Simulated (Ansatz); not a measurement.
## Run report: SiC, GW calculation

- system: SiC (F-43m, 2 atoms in the cell)
- method: G0W0 on PBE, plane waves, PAW, no spin polarisation (Ansatz 0.2.0)

The structure derives from a Materials Project entry. The geometry comes from this level: r2SCAN. It belongs to a series of runs on one base structure; here: bands and screening cutoff.

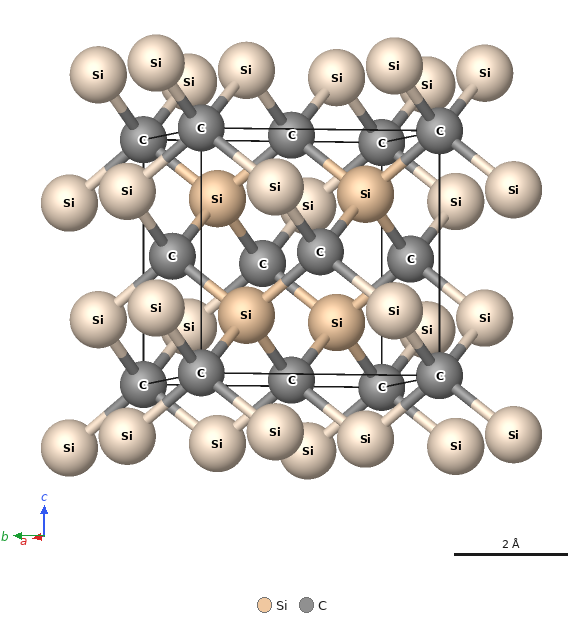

*The structure as given in the input (ball-and-stick view of the cell 4 times as large as that of the calculation, set on its symmetry axes, seen at an oblique angle; neighbours outside the cell are drawn fainter).*

## Input
```yaml
crystal:
  lattice:
    - [0.0, 2.1780497569, 2.1780497569]
    - [2.1780497569, 0.0, 2.1780497569]
    - [2.1780497569, 2.1780497569, 0.0]
  atoms:
    - { symbol: Si, position: [0.25, 0.25, 0.25] }
    - { symbol: C, position: [0.0, 0.0, 0.0] }
kpoints:
  mp_grid: { grid: [6, 6, 6] }
hamiltonian:
  xc: pbe
scf:
  occupations: { method: fixed }
gw:
  n_empty_bands: 33
  ecut_chi: 80
  qp_bands: [v2, c2]
  qp_kpoints: band_edges
  screening: { model: contour_deformation }
```

Run as:
```bash
ansatz run input.yaml --threads 2 --pin off --max-ram 3686MiB --backend cpu --events-out ev --progress --plain --runs-dir out
```

## The program's output
```
Engine: ansatz 0.2.0, aarch64-unknown-linux-gnu
Pseudopotentials: kind: paw
Pseudopotential: Si, paw, valence charge 4, recommended cutoff 420 eV (normal), Si.paw.azcp
Pseudopotential: C, paw, valence charge 4, recommended cutoff 420 eV (normal), C.paw.azcp
Functional definition: PBE
  parameter kappa = 0.804
  parameter beta = 0.06672455060314922
  exchange = pbe_x(kappa = kappa, mu = beta*pi^2/3)
  correlation = pbe_c(beta = beta)
Crystal: 2 atoms, lattice volume = 20.665 Å³
Basis set: ecut = 420 eV, 411 PW (Γ)
Bands: 8, of which v1, the nominal top of the filled ones, is band 4 counted from 1 (3 counted from 0)
Symmetry: 24 space group operations
Space group: F-43m (ITA 216), of the structure as read, at distance tolerance 2.7e-5 Å
k-points: 16 of 216 (time reversal used)
Non-local potential: Si, projectors of the file, l = 0: 2, l = 1: 2, l = 2: 2
Non-local potential: C, projectors of the file, l = 0: 2, l = 1: 2, l = 2: 1
PAW form: soft (Blöchl's): semilocal exchange-correlation on the pseudo side does not see the compensation charge
PAW one-centre angular grid: Si, 110 points (default); XC on 64 Gauss nodes
PAW one-centre angular grid: C, 110 points (default); XC on 64 Gauss nodes
Initial density: superposition of atomic densities (neutral atoms: chi_scale 0, normalization atom), corrected by the library's trained network
Initial wavefunctions: pseudopotential atomic-orbital guess
Functional: x = pbe(κ = 0.804, μ = 0.2195149727645171), c = pbe(β = 0.06672455060314922)
SCF iter   1: F=—  HF=-887.145753 eV  |F-HF|=—  |Δ(HF+E_count)|=         —  Δρ=1.81e-3  dr2=6.11e-4  ethr=1.77e-3  ⟨swp⟩=4.5  Hψ=898  notcnv=0  defer=23
preconditioner: auto → none  [insulator: Δε(μ)=1.335 eV  Ē_g=14.051 eV  n_scr=0 (ndim 8)  ℏωp=23.1 eV  f_vac=0.000  ε∞_Penn≈3.7]
SCF iter   2: F=—  HF=-887.145830 eV  |F-HF|=—  |Δ(HF+E_count)|=   7.69e-5  Δρ=7.13e-4  dr2=5.86e-5  ethr=7.63e-6  ⟨swp⟩=2.2  Hψ=350  notcnv=0  defer=27
SCF iter   3: F=—  HF=-887.145847 eV  |F-HF|=—  |Δ(HF+E_count)|=   1.66e-5  Δρ=3.36e-4  dr2=4.70e-6  ethr=7.32e-7  ⟨swp⟩=2.8  Hψ=195  notcnv=0  defer=17
SCF iter   4: F=—  HF=-887.145872 eV  |F-HF|=—  |Δ(HF+E_count)|=   2.55e-5  Δρ=3.90e-5  dr2=2.91e-7  ethr=5.88e-8  ⟨swp⟩=2.0  Hψ=198  notcnv=0  defer=29
iter 5 did not close the SCF: its close was put off for the readings that it lacked (scf_convergence_deferred on its scf_iter line)
SCF iter   5: F=-887.145872 eV  HF=-887.145872 eV  |F-HF|=1.94e-9  |Δ(HF+E_count)|=   7.55e-8  Δρ=3.47e-6  dr2=1.20e-9  ethr=3.63e-9  ⟨swp⟩=2.3  Hψ=185  notcnv=0  defer=29
SCF iter   6: F=-887.145872 eV  HF=-887.145872 eV  |F-HF|=2.61e-12  |Δ(HF+E_count)|=   2.41e-9  Δρ=2.27e-7  dr2=6.61e-12  ethr=1.50e-11  ⟨swp⟩=3.4  Hψ=662  notcnv=0
SCF 1 converged in 6 iterations: F = -887.145872 eV  dr2 = 6.61e-12
  greatest PAW one-centre occupation: 0.645 electrons in one spin orbital (limit 2), on the C atom at site 1 (counted from 0), in its partial waves of l = 0
NSCF: frozen V_eff on 16 k-points
G₀W₀ screening: q 1/16
G₀W₀ screening: q 2/16 (q-point 6)
G₀W₀ screening: q 3/16 (q-point 7)
G₀W₀ screening: q 4/16 (q-point 8)
G₀W₀ screening: q 5/16 (q-point 11)
G₀W₀ screening: q 6/16 (q-point 14)
G₀W₀ screening: q 7/16 (q-point 15)
G₀W₀ screening: q 8/16 (q-point 9)
G₀W₀ screening: q 9/16 (q-point 12)
G₀W₀ screening: q 10/16 (q-point 16)
G₀W₀ screening: q 11/16 (q-point 2)
G₀W₀ screening: q 12/16 (q-point 3)
G₀W₀ screening: q 13/16 (q-point 5)
G₀W₀ screening: q 14/16 (q-point 10)
G₀W₀ screening: q 15/16 (q-point 4)
G₀W₀ screening: q 16/16 (q-point 13)
G₀W₀ self-energy: k 1/9
G₀W₀ self-energy: k 2/9
G₀W₀ self-energy: k 3/9
G₀W₀ self-energy: k 4/9
G₀W₀ self-energy: k 5/9
G₀W₀ self-energy: k 6/9
G₀W₀ self-energy: k 7/9
G₀W₀ self-energy: k 8/9
G₀W₀ self-energy: k 9/9
NSCF: frozen V_eff on 1 k-points
NSCF: frozen V_eff on 1 k-points
SCF converged after 6 iterations
Free energy (F): -887.145872 eV
Harris-Foulkes:  -887.145872 eV  (|F-HF|=2.61e-12)
Internal energy: -887.145872 eV  (E = F + TS)
E sigma→0 (E₀):  -887.145872 eV
Fermi energy:    9.503614 eV
--- Per-component energies (eV) ---
  E_band       = 28.851506
  E_kinetic    = 135.863265
  E_local      = -104.404022  (includes V_loc(G=0)·N_el)
  E_nonlocal   = 51.850084
  E_hartree    = 32.089725
  E_xc         = -105.529283
  E_vxc        = -109.404447  (∫ρ·V_xc dr)
  E_paw        = -612.107628  (= ΣΔE_a)
  E_vpaw       = -9.232814  (= ΣTr[D̂ρ^β])
  E_aug_tail   = 0.000014  (compensation charges beyond the density's cutoff)
  E_ewald      = -284.908026
  E_smearing   = -0.000000  (= −TS)
  E_closure    = -0.000000  (closes the sum)
  Σ components = -887.145872   (vs F -887.145872, Δ=0.00e0)
--- Band table (eV; the first three rows and the last of 16) ---
  k-point 0: bands = ["-5.9139", "9.5036", "9.5036", "9.5036", "15.7313", "16.8159", "16.8159", "16.8159"]
  k-point 1: bands = ["-5.3739", "7.1307", "9.1736", "9.1736", "15.8470", "17.3332", "17.3332", "17.8577"]
  k-point 2: bands = ["-3.8451", "3.3222", "8.6590", "8.6590", "15.1918", "17.1485", "17.1485", "19.4186"]
  k-point 15: bands = ["-0.7170", "2.2080", "4.9906", "5.1157", "13.4940", "16.5997", "20.3352", "21.7176"]
--- G₀W₀: contour deformation, 6 samples at zero and on the imaginary axis and 2 off it, 216 q-points, 33 empty bands' worth ---
  eigenvalues of the whole cell's RPA ε∞ on this k-mesh (on a slab, of 1 + 4πα/V) = 7.2699, 7.2699, 7.2699; static W/v taken at q = 0 is 0.137553
  bands read: the sum over 37 bands ends inside a degenerate multiplet in 2 slots, whose members it reads at an even weight; the widest, k=1: bands 37 to 38 (counted from 1) at 1/2 each
  gw.qp_kpoints: band_edges: 9 of 16 stored k-points solved, in 1 pass; an edge of the gap read off the rows below is read off those points alone
    valence top: of the k-points left out ik 7 came nearest to being solved in a further pass, in band 4 (counted from 1, as in the quasiparticle table): it holds the edge there only if its correction is more favourable than any solved in that band by at least 1.152 eV; those differ by 0.321 eV
    conduction bottom: of the k-points left out ik 10 came nearest to being solved in a further pass, in band 5 (counted from 1, as in the quasiparticle table): it holds the edge there only if its correction is more favourable than any solved in that band by at least 1.373 eV; those differ by 0.445 eV
    ik  band        ε_KS         Σx   Σc(E_QP)       V_xc       Z   E_QP_lin       E_QP  E_QP is
     0     3      9.5036   -18.3553     2.4374   -15.7308  0.7938     9.3163     9.3166  root
     0     4      9.5036   -18.3553     2.4374   -15.7308  0.7938     9.3163     9.3166  root
     0     5     15.7313    -9.6176    -4.9608   -15.4183  0.7859    16.5785    16.5712  root
     0     6     16.8159    -8.0614    -4.9386   -13.8611  0.7993    17.6841    17.6770  root
     1     3      9.1736   -18.3844     2.5038   -15.6556  0.7926     8.9484     8.9487  root
     1     4      9.1736   -18.3844     2.5038   -15.6556  0.7926     8.9484     8.9487  root
     1     5     15.8470    -8.8247    -4.8448   -14.4825  0.7962    16.6660    16.6600  root
     1     6     17.3332    -7.8689    -5.1174   -13.8715  0.7938    18.2266    18.2185  root
     2     3      8.6590   -18.5393     2.6527   -15.6062  0.7900     8.3780     8.3785  root
     2     4      8.6590   -18.5393     2.6527   -15.6062  0.7900     8.3780     8.3785  root
     2     5     15.1918    -8.9851    -4.6534   -14.4396  0.8029    15.9983    15.9929  root
     2     6     17.1485    -7.0357    -5.0689   -12.9203  0.7974    17.9706    17.9642  root
     3     3      8.4498   -18.6321     2.7223   -15.6088  0.7888     8.1481     8.1488  root
     3     4      8.4498   -18.6321     2.7223   -15.6088  0.7888     8.1481     8.1488  root
     3     5     14.9401    -9.1314    -4.5893   -14.5240  0.8045    15.7486    15.7434  root
     3     6     16.7312    -6.7774    -4.9535   -12.5043  0.8015    17.5099    17.5045  root
     4     3      8.3946   -18.2753     2.6736   -15.2822  0.7892     8.0743     8.0751  root
     4     4      8.3946   -18.2753     2.6736   -15.2822  0.7892     8.0743     8.0751  root
     4     5     15.0479    -7.8070    -4.6226   -13.1214  0.8063    15.7440    15.7397  root
     4     6     16.8451    -8.5965    -5.1032   -14.6315  0.7860    17.7834    17.7768  root
     6     3      6.7273   -18.5452     3.1132   -14.9792  0.7769     6.2723     6.2745  root
     6     4      7.7503   -18.5009     2.8697   -15.2520  0.7851     7.3699     7.3711  root
     6     5     14.3406    -7.1445    -4.5207   -12.3144  0.8094    14.9933    14.9898  root
     6     6     17.3313    -8.2072    -5.0664   -14.1783  0.7909    18.2445    18.2360  root
     8     3      7.0667   -18.1147     2.9487   -14.7206  0.7812     6.6194     6.6213  root
     8     4      9.1266   -18.5400     2.5275   -15.7891  0.7921     8.9029     8.9032  root
     8     5     16.5385    -7.8574    -4.9627   -13.6761  0.7936    17.4013    17.3945  root
     8     6     17.0907    -8.5303    -5.1737   -14.5578  0.7867    17.9515    17.9445  root
     9     3      6.8921   -18.4845     3.1122   -14.9079  0.7787     6.4255     6.4278  root
     9     4      6.8921   -18.4845     3.1122   -14.9079  0.7787     6.4255     6.4278  root
     9     5     12.1382    -7.1453    -4.0917   -11.7243  0.8166    12.6269    12.6254  root
     9     6     14.7177    -7.2076    -4.4296   -12.3108  0.8177    15.3946    15.3913  root
    12     3      6.3130   -18.5980     3.2883   -14.8014  0.7733     5.8016     5.8047  root
    12     4      6.3130   -18.5980     3.2883   -14.8014  0.7733     5.8016     5.8047  root
    12     5     10.8559    -7.1432    -3.7962   -11.3506  0.8192    11.2681    11.2672  root
    12     6     13.8284    -7.4344    -4.2583   -12.3194  0.8216    14.4577    14.4551  root
```

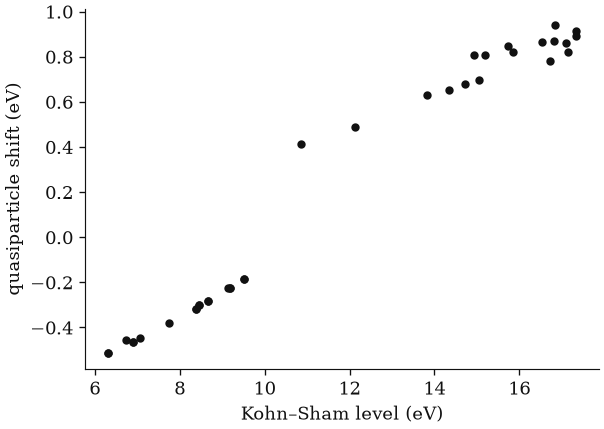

*Quasiparticle corrections (linearised) against the Kohn–Sham levels, for the bands and k-points computed.*

On this mesh the gap goes from 1.35 to 1.95 eV.

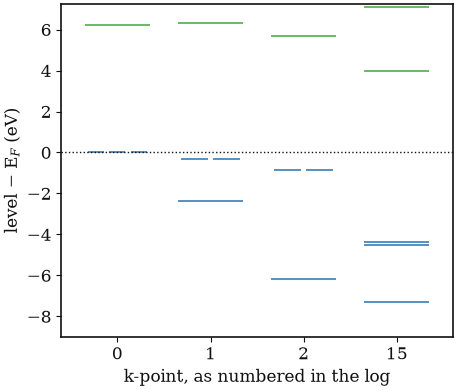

*Kohn–Sham levels near the Fermi level (dotted) at the few k-points that the log prints; levels within 0.02 eV of each other stand side by side.*

Among these points the highest filled and lowest empty levels are 3.99 eV apart; the gap on the full mesh, 1.35 eV, has an edge at a point that isn't printed.

## Summary

- outcome: converged
- space group (tolerance 0.01 Å): F-43m (216)
- electrons treated: 8
- free energy: −887.1459 eV
- Fermi energy: 9.504 eV
- gap on the k-point mesh: 1.35 eV
- quasiparticle gap on the mesh: 1.95 eV
- hardware: 2 threads of Arm Neoverse V1, 24 GiB of memory available, shared host
- wall time: 4.4 s (CPU time 7.8 s)
- peak memory: 0.26 GiB

The GW levels are not extrapolated in basis or mesh.
